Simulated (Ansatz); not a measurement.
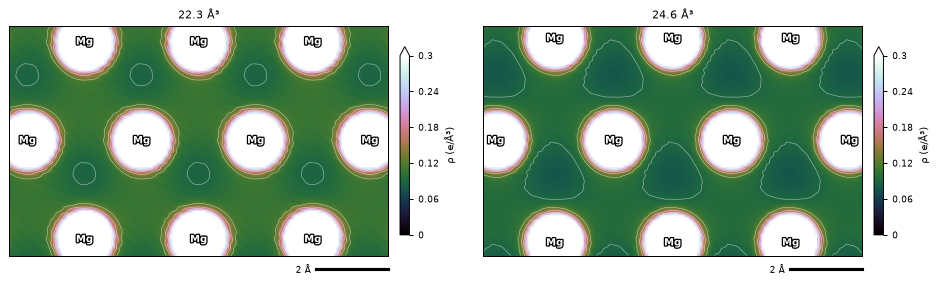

Mg. The valence electron density of cells scaled evenly to different volumes (given per atom above each panel), on the (001) plane of each (indices in the axes of the cell below), at one length scale and on one colour scale.

Level of theory: Kohn-Sham DFT of a periodic cell, PBEsol, Ansatz PAW (Ansatz).

In a PAW calculation such maps are meaningful between the atoms, not at the nuclei.

The largest cell:

```xyz
2
Lattice="3.2722 0.0000 0.0000 -1.6361 2.8338 0.0000 0.0000 0.0000 5.3125" Properties=species:S:1:pos:R:3 pbc="T T T"
Mg    1.6361    0.9446    3.9844
Mg    0.0000    1.8892    1.3281
```

| volume (Å³/atom) | Mg–Mg contact in the plane (Å) | ρ at its midpoint (e/Å³) | pressure (GPa) | 
| --- | --- | --- | --- |
| 22.31 | 3.166 | 0.101 | 0.4 | 
| 23.70 | 3.231 | ? | ? | 
| 24.63 | 3.272 | 0.091 | −2.7 | 

Estimate the missing row, and compare with the calculation.

Answer. Over the known rows ln ρ falls by 0.98 per Å of Mg–Mg distance (the line through the two), which gives 0.095 e/Å³ at 3.231 Å; the calculation gives 0.095 e/Å³. For the pressure, a straight line in volume between the neighbouring rows gives −1.5 GPa; the calculation gives −1.7.
